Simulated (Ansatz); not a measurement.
# W: band-structure calculation

- system: W (Im-3m, 1 atom in the cell)
- method: DFT PBE, scalar-relativistic, plane waves, PAW, no spin polarisation (Ansatz 0.2.0)

The structure derives from an entry of the Crystallography Open Database.

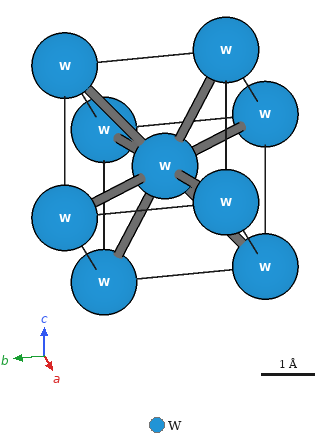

**Figure 1.** The input geometry (ball-and-stick view of the cell 2 times as large as that of the calculation, set on its symmetry axes, seen at an oblique angle).

Input file:
```yaml
crystal:
  lattice:
    - [-1.5917776929, 1.5917776929, 1.5917776929]
    - [1.5917776929, -1.5917776929, 1.5917776929]
    - [1.5917776929, 1.5917776929, -1.5917776929]
  atoms:
    - { symbol: W, position: [0.0, 0.0, 0.0] }
basis:
  ecutwfc: 420
kpoints:
  mp_grid: { grid: [18, 18, 18] }
  band_path:
    path:
      - [[0.0, 0.0, 0.0], [0.5, -0.5, 0.5], [0.0, 0.0, 0.5], [0.0, 0.0, 0.0], [0.25, 0.25, 0.25], [0.5, -0.5, 0.5]]
      - [[0.25, 0.25, 0.25], [0.0, 0.0, 0.5]]
    npoints: 14
hamiltonian:
  xc: pbe
scf:
  occupations: { method: gaussian, width: 0.1 }
  n_extra_bands: 6
output:
  forces: true
  stress: true
  eigenvalues: true
  populations: true
  dos: { projected: true, de: 0.02, nscf_kmesh: { grid: [27, 27, 27] } }
  bader: true
  write_density: true
  write_potential: true
  elf: true
  volumetric_format: npy
```

Hardware: 1 thread of Intel Xeon @ 2.50GHz (Skylake/Cascade Lake), 128 GiB of memory available, shared host.

Launch command:
```bash
ansatz run input.yaml --threads 1 --pin off --max-ram 2560MiB --backend cpu --events-out ev --progress --plain --runs-dir out
```

Output:
```
scf.n_extra_bands = 6 over 7 filled bands (N_el = 14.0): the run solves 13 bands
Engine: ansatz 0.2.0, x86_64-unknown-linux-gnu
Pseudopotentials: kind: paw
Pseudopotential: W, paw, valence charge 14, recommended cutoff 420 eV (normal), W.paw.azcp
Functional definition: PBE
  parameter kappa = 0.804
  parameter beta = 0.06672455060314922
  exchange = pbe_x(kappa = kappa, mu = beta*pi^2/3)
  correlation = pbe_c(beta = beta)
Crystal: 1 atoms, lattice volume = 16.133 Å³
Basis set: ecut = 420 eV, 321 PW (Γ), exchange–correlation on 40×40×40 points (8 copies of the dense FFT grid, shifted against one another)
Bands: 13, of which v1, the nominal top of the filled ones, is band 7 counted from 1 (6 counted from 0)
Symmetry: 48 space group operations
Space group: Im-3m (ITA 229), of the structure as read, at distance tolerance 2.5e-5 Å
k-points: 195 of 5832
Non-local potential: W, projectors of the file, l = 0: 3, l = 1: 2, l = 2: 2, l = 3: 1
PAW form: soft (Blöchl's): semilocal exchange-correlation on the pseudo side does not see the compensation charge
PAW one-centre angular grid: W, 590 points (default); XC on 64 Gauss nodes
Initial density: superposition of atomic densities (neutral atoms: chi_scale 0, normalization atom), corrected by the library's trained network
Initial wavefunctions: pseudopotential atomic-orbital guess
Functional: x = pbe(κ = 0.804, μ = 0.2195149727645171), c = pbe(β = 0.06672455060314922)
SCF iter   1: F=—  HF=-10384.820117 eV  |F-HF|=—  |Δ(HF+E_count)|=         —  Δρ=1.77e-3  dr2=2.65e-4  ethr=1.77e-3  ⟨swp⟩=5.0  Hψ=12808  notcnv=0  defer=7
preconditioner: auto → none  [metal: Δε(μ)=0.020 eV  Ē_g=12.304 eV  σ=0.100 eV  W_gap=0.11  n_scr=0 (ndim 8)  ℏωp=22.6 eV  f_vac=0.000  D(μ)=0.71/eV (n_scr^D=12)]
SCF iter   2: F=—  HF=-10384.819689 eV  |F-HF|=—  |Δ(HF+E_count)|=   4.28e-4  Δρ=7.52e-4  dr2=1.82e-5  ethr=1.89e-6  ⟨swp⟩=2.6  Hψ=5217  notcnv=0  defer=21
SCF iter   3: F=—  HF=-10384.819715 eV  |F-HF|=—  |Δ(HF+E_count)|=   2.57e-5  Δρ=3.26e-4  dr2=3.35e-6  ethr=1.30e-7  ⟨swp⟩=1.3  Hψ=2494  notcnv=0  defer=21
iter 4 did not close the SCF: its close was put off for the readings that it lacked (scf_convergence_deferred on its scf_iter line)
SCF iter   4: F=-10384.819721 eV  HF=-10384.819721 eV  |F-HF|=5.98e-10  |Δ(HF+E_count)|=   6.83e-6  Δρ=1.43e-5  dr2=1.37e-8  ethr=2.39e-8  ⟨swp⟩=2.1  Hψ=2940  notcnv=0  defer=21
iter 5 did not close the SCF: its close was put off for the readings that it lacked (scf_convergence_deferred on its scf_iter line)
SCF iter   5: F=-10384.819721 eV  HF=-10384.819721 eV  |F-HF|=1.09e-10  |Δ(HF+E_count)|=  6.95e-10  Δρ=1.28e-6  dr2=1.45e-10  ethr=9.82e-11  ⟨swp⟩=2.2  Hψ=3426  notcnv=0  defer=21
SCF iter   6: F=-10384.819721 eV  HF=-10384.819721 eV  |F-HF|=3.64e-12  |Δ(HF+E_count)|=  5.82e-11  Δρ=3.43e-7  dr2=7.97e-12  ethr=1.04e-12  ⟨swp⟩=6.7  Hψ=12743  notcnv=0
SCF 1 converged in 6 iterations: F = -10384.819721 eV  dr2 = 7.97e-12
  greatest PAW one-centre occupation: 1.000 electrons in one spin orbital (limit 2), on the W atom at site 0 (counted from 0), in its partial waves of l = 0
```

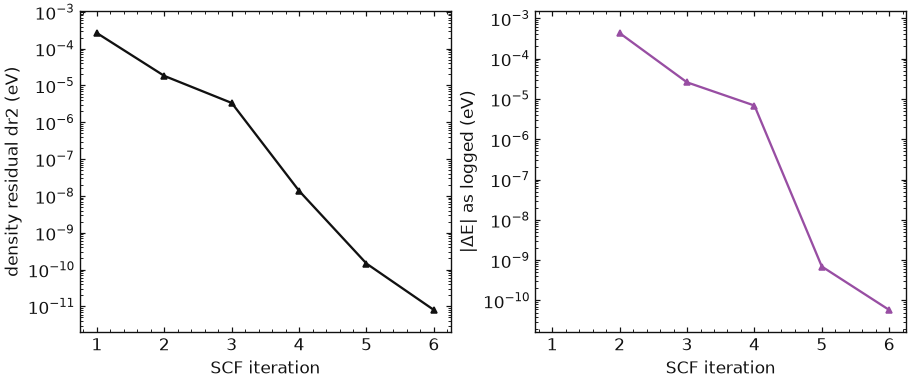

**Figure 2.** Convergence of the self-consistent field: density residual dr2 and size of the energy change against the SCF iteration. The residual falls at every step.

```
NSCF: frozen V_eff on 86 k-points
NSCF: frozen V_eff on 560 k-points
SCF converged after 6 iterations
Free energy (F): -10384.819721 eV
Harris-Foulkes:  -10384.819721 eV  (|F-HF|=3.64e-12)
Internal energy: -10384.816174 eV  (E = F + TS)
E sigma→0 (E₀):  -10384.817948 eV
Entropy (-TS):   -0.003548 eV (-3.548 meV/atom)
Fermi energy:    22.175986 eV
--- Per-component energies (eV) ---
  E_band       = -87.384711
  E_kinetic    = 449.518847
  E_local      = -610.814839  (includes V_loc(G=0)·N_el)
  E_nonlocal   = 0.289003
  E_hartree    = 218.568773
  E_xc         = -266.832534
  E_vxc        = -238.646967  (∫ρ·V_xc dr)
  E_paw        = -8562.393025  (= ΣΔE_a)
  E_vpaw       = -124.868187  (= ΣTr[D̂ρ^β])
  E_aug_tail   = -0.000063  (compensation charges beyond the density's cutoff)
  E_ewald      = -1613.152335
  E_smearing   = -0.003548  (= −TS)
  E_closure    = 0.000000  (closes the sum)
  Σ components = -10384.819721   (vs F -10384.819721, Δ=0.00e0)
--- Forces (eV/Å), atoms counted from 1 ---
  atom   1  W      0.00000000     0.00000000    -0.00000000
  max |Σ_I F_I| component: 1.09e-31 eV/Å
--- Stress (GPa, compression-positive) ---
        0.004416       0.000000      -0.000000
       -0.000000       0.004416       0.000000
        0.000000       0.000000       0.004416
  P = ⅓ Tr σ = 0.0044 GPa (0.044 kbar)
--- Band table (eV; the first three rows and the last of 195) ---
  k-point 0: bands = ["-51.9471", "-15.5730", "-15.5730", "-15.5730", "12.6441", "20.9698", "20.9698", "20.9698", "24.3886", "24.3886", "36.6467", "36.6467", "36.6467"]
  k-point 1: bands = ["-51.9433", "-15.6127", "-15.5855", "-15.5732", "12.7910", "20.8810", "20.9508", "21.1115", "24.2457", "24.3901", "36.7708", "36.8935", "37.0025"]
  k-point 2: bands = ["-51.9326", "-15.7259", "-15.6211", "-15.5737", "13.2156", "20.6354", "20.8669", "21.5318", "23.9385", "24.4015", "37.0808", "37.6117", "37.9091"]
  k-point 194: bands = ["-51.7290", "-16.4289", "-16.4289", "-16.4289", "16.4789", "16.4789", "27.2134", "27.2134", "27.2134", "30.2824", "30.2824", "30.2824", "37.9641"]
--- Löwdin populations: 1 site ---
  site symbol       q [e]
     0      W     13.8537
  spilling = 0.010453 (of n_electrons = 14.000000)
--- Bader charges: 1 site ---
  site symbol  charge [e]  shift [e]
     0      W      0.0000     0.0000
  estimated error of the sums over rays = 4.3e-7 e
```

File bader_charges.tsv:
```
# site	symbol	x_ang	y_ang	z_ang	partial_charge_e	electrons	volume_ang3	relative_density_drop	shared_charge_e	partial_wave_shift_e
# quadrature_error_electrons = 4.3e-7
0	W	0.0000	0.0000	0.0000	0.00000	74.00000	16.13	-	0.00000	0.00000
```

File populations.tsv:
```
# site	symbol	l	j	q
# orbitals = lowdin
# n_electrons = 14.000000
# spilling = 0.010453
0	W	0_5S	-	1.962915
0	W	0_6S	-	0.895989
0	W	1_5P	-	5.987927
0	W	2_5D	-	5.006821
```

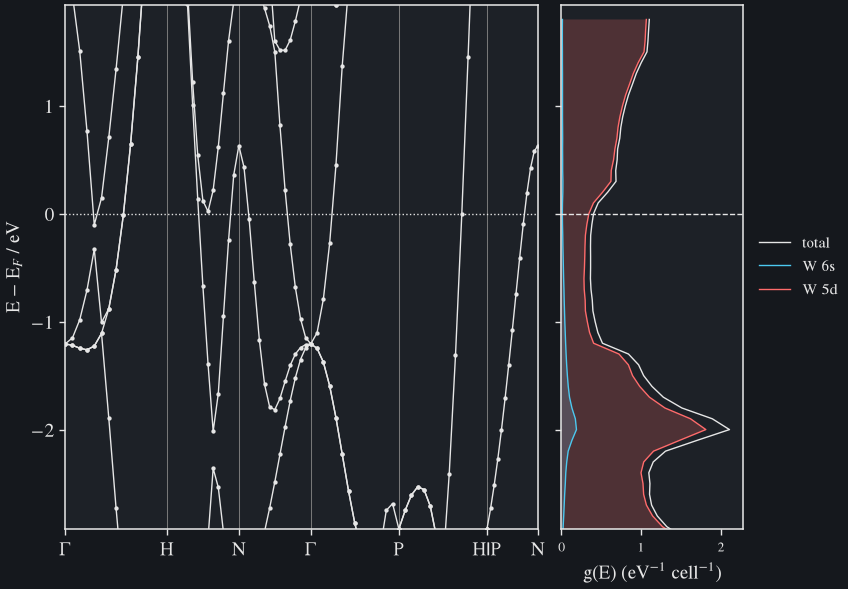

**Figure 3.** Band structure along Γ–H–N–Γ–P–H|P–N and density of states (projected on Löwdin-orthogonalised atomic shells), with energies from the Fermi level. Bands cross the Fermi level: a metal at this level of theory.

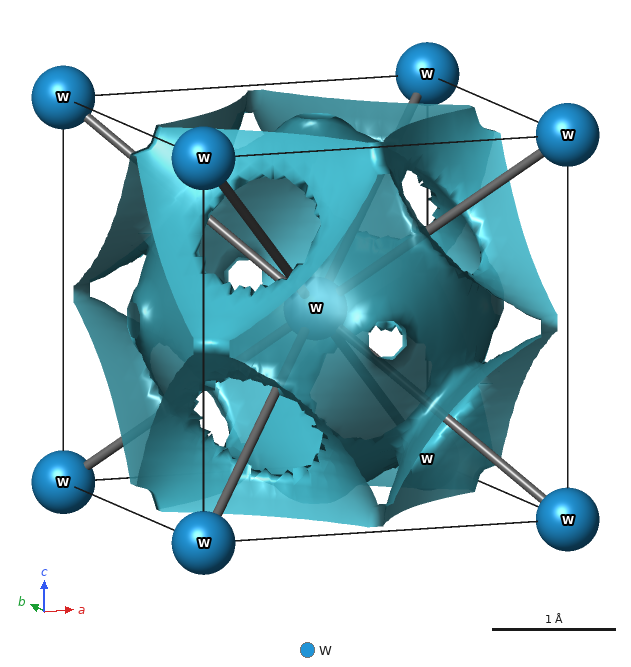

**Figure 4.** Isosurface of the ELF at 0.4 (cyan), seen slightly off an axis. Only the valence region is drawn (cores and ρ < 0.01 e/Å³ removed). Sticks mark near contacts. The outline is the cell set on symmetry axes. Values along the shortest contacts: W–W (2.76 Å): the ELF is about 0.40 at the midpoint (metallic bonding. Core electrons are frozen (PAW), so the fields are smoothed inside the atomic spheres.

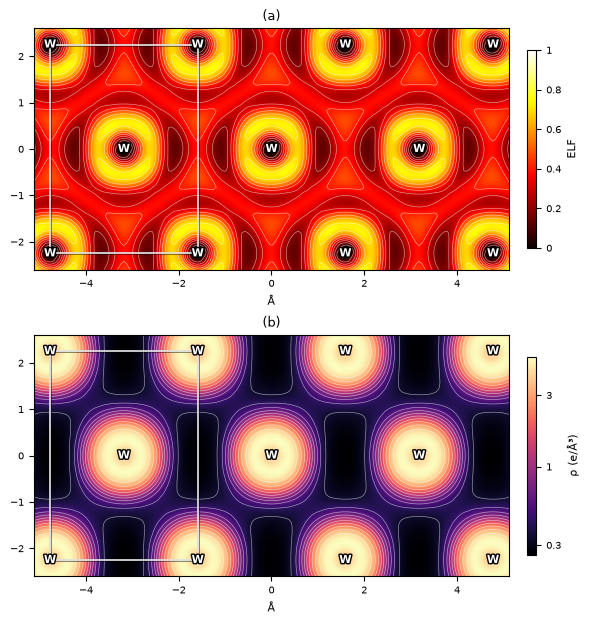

**Figure 5.** (a) electron localisation function; (b) valence pseudo-density on the (11̄0) plane of the conventional cell. Atoms in the plane: W. Away from the nuclei the density in this plane falls to 0.26 e/Å³ at its lowest. The strong features right at W lie inside the PAW spheres (semicore, d or f shells) and say nothing about bonding.

Summary:

| quantity | value |
| --- | --- |
| outcome | converged |
| space group (tolerance 0.01 Å) | Im-3m (229) |
| electrons treated | 14 |
| free energy | −10384.8197 eV |
| Fermi energy | 22.176 eV |
| gap on the k-point mesh | none (metallic) |
| pressure | 0.00 GPa |
| largest force (length of the vector) | under 0.001 eV/Å |
| wall time | 24 s |
| peak memory | 0.47 GiB |

Notes:

Spin–orbit coupling is left out, which matters for W.
